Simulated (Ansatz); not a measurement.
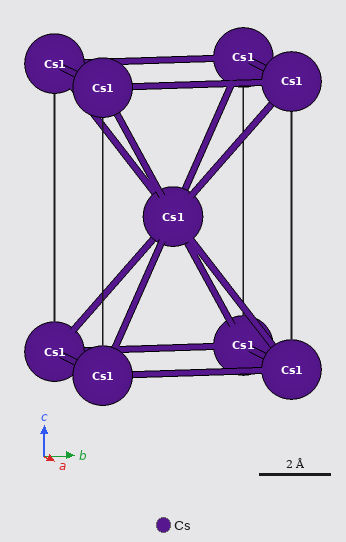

Figure 1. The structure as given in the input (ball-and-stick view of the cell 2 times as large as that of the calculation, set on its symmetry axes, seen slightly off an axis; atoms are numbered from 1 in the order of the input). Near neighbours in the crystal (not all of them lie inside the picture): Cs has 12 Cs at 5.50 to 5.65 Å.

# What a change does: single-point calculation on Cs

System: Cs (I4/mmm, 1 atom in the cell).
Method of run 1: Kohn-Sham DFT of a periodic cell, PBE, Ansatz PAW, no spin polarisation (Ansatz 0.2.0).

The structure derives from a Materials Project entry. Text and figures count atoms from 1; the logs count them from 0 in places.

## Input file, run 1
```yaml
crystal:
  lattice:
    - [-2.75007546, 2.75007546, 4.09723898]
    - [2.75007546, -2.75007546, 4.09723898]
    - [2.75007546, 2.75007546, -4.09723898]
  atoms:
    - { symbol: Cs, position: [0.0, 0.0, 0.0] }
hamiltonian:
  xc: pbe
  pseudopotentials: { kind: paw }
kpoints:
  mp_grid: { grid: [7, 7, 7] }
scf:
  occupations: { method: fermi_dirac, width: 0.05 }
output:
  forces: true
  stress: true
  eigenvalues: true
```

Launched with:
```bash
ansatz run input.yaml --threads 2 --pin off --max-ram 5120MiB --backend cpu --events-out ev --progress --plain --runs-dir out
```

Hardware: 2 threads of Arm Neoverse N1, 24 GiB of memory available, shared host.

## Output, shortened to warnings, some set-up lines, iterations and results (run 1)
```
Basis set: ecut = 420 eV, 2429 PW (Γ), exchange–correlation on 80×80×80 points (8 copies of the dense FFT grid, shifted against one another)
Symmetry: 16 space group operations
k-points: 40 of 343
Initial density: superposition of atomic densities (neutral atoms: chi_scale 0, normalization atom), corrected by the library's trained network
[...]
SCF iter   1: F=—  HF=-5670.771857 eV  |F-HF|=—  |Δ(HF+E_count)|=         —  Δρ=3.09e-4  dr2=2.11e-4  ethr=1.77e-3  ⟨swp⟩=6.0  Hψ=3044  notcnv=0
SCF iter   2: F=—  HF=-5670.772160 eV  |F-HF|=—  |Δ(HF+E_count)|=   3.02e-4  Δρ=1.25e-4  dr2=2.96e-5  ethr=2.35e-6  ⟨swp⟩=2.5  Hψ=905  notcnv=0
SCF iter   3: F=—  HF=-5670.772217 eV  |F-HF|=—  |Δ(HF+E_count)|=   5.71e-5  Δρ=3.93e-5  dr2=3.46e-6  ethr=3.28e-7  ⟨swp⟩=2.5  Hψ=556  notcnv=0
SCF iter   4: F=-5670.772223 eV  HF=-5670.772223 eV  |F-HF|=2.38e-8  |Δ(HF+E_count)|=   6.84e-6  Δρ=3.59e-6  dr2=1.59e-8  ethr=3.85e-8  ⟨swp⟩=2.8  Hψ=556  notcnv=0
SCF iter   5: F=-5670.772223 eV  HF=-5670.772223 eV  |F-HF|=2.91e-11  |Δ(HF+E_count)|=   2.70e-8  Δρ=3.47e-7  dr2=2.55e-10  ethr=1.76e-10  ⟨swp⟩=2.0  Hψ=543  notcnv=0
SCF iter   6: F=-5670.772223 eV  HF=-5670.772223 eV  |F-HF|=1.82e-12  |Δ(HF+E_count)|=  5.37e-11  Δρ=7.31e-8  dr2=1.25e-11  ethr=2.83e-12  ⟨swp⟩=1.0  Hψ=1083  notcnv=0
SCF 1 converged in 6 iterations: F = -5670.772223 eV  dr2 = 1.25e-11
SCF converged after 6 iterations
Free energy (F): -5670.772223 eV
Harris-Foulkes:  -5670.772223 eV  (|F-HF|=1.82e-12)
Internal energy: -5670.765309 eV  (E = F + TS)
E sigma→0 (E₀):  -5670.768766 eV
Entropy (-TS):   -0.006914 eV (-6.914 meV/atom)
Fermi energy:    1.955287 eV
--- Per-component energies (eV) ---
  E_band       = -95.245176
  E_kinetic    = 140.577225
  E_local      = -407.607721  (includes V_loc(G=0)·N_el)
  E_nonlocal   = 30.195934
  E_hartree    = 143.395564
  E_xc         = -172.764147
  E_vxc        = -124.390287  (∫ρ·V_xc dr)
  E_paw        = -5066.749971  (= ΣΔE_a)
  E_vpaw       = -20.811384  (= ΣTr[D̂ρ^β])
  E_aug_tail   = -0.000001  (compensation charges beyond the density's cutoff)
  E_ewald      = -337.812192
  E_smearing   = -0.006914  (= −TS)
  E_closure    = 0.000000  (closes the sum)
  Σ components = -5670.772223   (vs F -5670.772223, Δ=0.00e0)
--- Forces (eV/Å), atoms counted from 1 ---
  atom   1  Cs     0.00000000     0.00000000    -0.00000000
  max |Σ_I F_I| component: 2.47e-32 eV/Å
--- Stress (GPa, compression-positive) ---
       -0.086179      -0.000000       0.000000
       -0.000000      -0.086179       0.000000
        0.000000       0.000000      -0.149633
  P = ⅓ Tr σ = -0.1073 GPa (-1.073 kbar)
```

The input of run 2 differs as follows (lines with − go, lines with + come):
```diff
-    - [-2.75007546, 2.75007546, 4.09723898]
-    - [2.75007546, -2.75007546, 4.09723898]
-    - [2.75007546, 2.75007546, -4.09723898]
+    - [-2.8040122016, 2.8040122016, 4.1775974005]
+    - [2.8040122016, -2.8040122016, 4.1775974005]
+    - [2.8040122016, 2.8040122016, -4.1775974005]
```

What does this change do to the results?

With the same functional and potentials, run 2 lies 7.0 meV per atom higher. The volume per atom goes from 123.95 to 131.39 Å³. The cell is scaled evenly with the atoms at fixed fractional positions, so −ΔP/Δ ln V estimates the bulk modulus midway between the two volumes: about 1.4 GPa. The number of SCF iterations is the same. The plane waves at Γ go from 2429 to 2581.

## Output, shortened to warnings, some set-up lines, iterations and results (run 2)
```
Basis set: ecut = 420 eV, 2581 PW (Γ), exchange–correlation on 80×80×80 points (8 copies of the dense FFT grid, shifted against one another)
Symmetry: 16 space group operations
k-points: 40 of 343
Initial density: superposition of atomic densities (neutral atoms: chi_scale 0, normalization atom), corrected by the library's trained network
[...]
SCF iter   1: F=—  HF=-5670.764811 eV  |F-HF|=—  |Δ(HF+E_count)|=         —  Δρ=3.42e-4  dr2=2.96e-4  ethr=1.77e-3  ⟨swp⟩=6.0  Hψ=3041  notcnv=0
SCF iter   2: F=—  HF=-5670.765161 eV  |F-HF|=—  |Δ(HF+E_count)|=   3.50e-4  Δρ=1.54e-4  dr2=5.29e-5  ethr=3.29e-6  ⟨swp⟩=2.3  Hψ=884  notcnv=0
SCF iter   3: F=—  HF=-5670.765244 eV  |F-HF|=—  |Δ(HF+E_count)|=   8.24e-5  Δρ=4.26e-5  dr2=4.82e-6  ethr=5.88e-7  ⟨swp⟩=2.3  Hψ=502  notcnv=0
SCF iter   4: F=-5670.765250 eV  HF=-5670.765250 eV  |F-HF|=2.13e-8  |Δ(HF+E_count)|=   6.08e-6  Δρ=5.53e-6  dr2=4.35e-8  ethr=5.36e-8  ⟨swp⟩=2.6  Hψ=551  notcnv=0
SCF iter   5: F=-5670.765250 eV  HF=-5670.765250 eV  |F-HF|=4.05e-10  |Δ(HF+E_count)|=   3.12e-8  Δρ=6.85e-7  dr2=5.36e-10  ethr=4.83e-10  ⟨swp⟩=2.2  Hψ=541  notcnv=0
SCF iter   6: F=-5670.765250 eV  HF=-5670.765250 eV  |F-HF|=1.18e-11  |Δ(HF+E_count)|=  5.38e-10  Δρ=6.00e-8  dr2=7.39e-12  ethr=5.95e-12  ⟨swp⟩=1.2  Hψ=1088  notcnv=0
SCF 1 converged in 6 iterations: F = -5670.765250 eV  dr2 = 7.39e-12
SCF converged after 6 iterations
Free energy (F): -5670.765250 eV
Harris-Foulkes:  -5670.765250 eV  (|F-HF|=1.18e-11)
Internal energy: -5670.758127 eV  (E = F + TS)
E sigma→0 (E₀):  -5670.761688 eV
Entropy (-TS):   -0.007123 eV (-7.123 meV/atom)
Fermi energy:    1.730295 eV
--- Per-component energies (eV) ---
  E_band       = -97.528997
  E_kinetic    = 140.466799
  E_local      = -418.234807  (includes V_loc(G=0)·N_el)
  E_nonlocal   = 30.175840
  E_hartree    = 147.574979
  E_xc         = -172.685089
  E_vxc        = -124.284361  (∫ρ·V_xc dr)
  E_paw        = -5066.741661  (= ΣΔE_a)
  E_vpaw       = -20.802373  (= ΣTr[D̂ρ^β])
  E_aug_tail   = -0.000001  (compensation charges beyond the density's cutoff)
  E_ewald      = -331.314185
  E_smearing   = -0.007123  (= −TS)
  E_closure    = -0.000000  (closes the sum)
  Σ components = -5670.765250   (vs F -5670.765250, Δ=0.00e0)
--- Forces (eV/Å), atoms counted from 1 ---
  atom   1  Cs     0.00000000     0.00000000    -0.00000000
  max |Σ_I F_I| component: 6.16e-33 eV/Å
--- Stress (GPa, compression-positive) ---
       -0.169477       0.000000       0.000000
        0.000000      -0.169477       0.000000
        0.000000      -0.000000      -0.228597
  P = ⅓ Tr σ = -0.1892 GPa (-1.892 kbar)
```

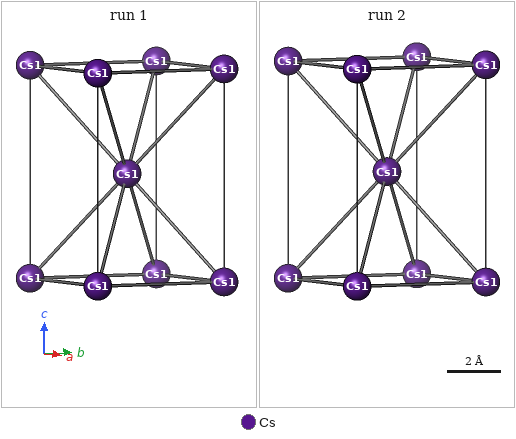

Figure 2. The two input geometries at one scale (ball-and-stick view of the cell 2 times as large as that of the calculation, set on its symmetry axes, seen at an oblique angle). No atom moves by more than 0.005 Å relative to the cell. The drawn cell changes as follows: a = b 5.500 → 5.608 Å (+2.0 %), c 8.194 → 8.355 Å (+2.0 %); the volume changes by +6.0 %. Among the contacts that change: Cs1–Cs1 5.649 → 5.760 Å.

## The two runs side by side

```tsv
quantity	run 1	run 2
outcome	converged	converged
free energy per atom (eV)	−5670.7722	−5670.7652
energy per atom, smearing taken to zero (eV)	−5670.7688	−5670.7617
gap on the mesh (eV)	0.00	0.00
pressure (GPa)	−0.11	−0.19
volume per atom (Å³)	123.95	131.39
largest force (eV/Å)	0.000	0.000
SCF iterations	6	6
irreducible k-points	40	40
plane waves at Γ	2429	2581
wall time (shared host)	2.9 s	2.5 s
```
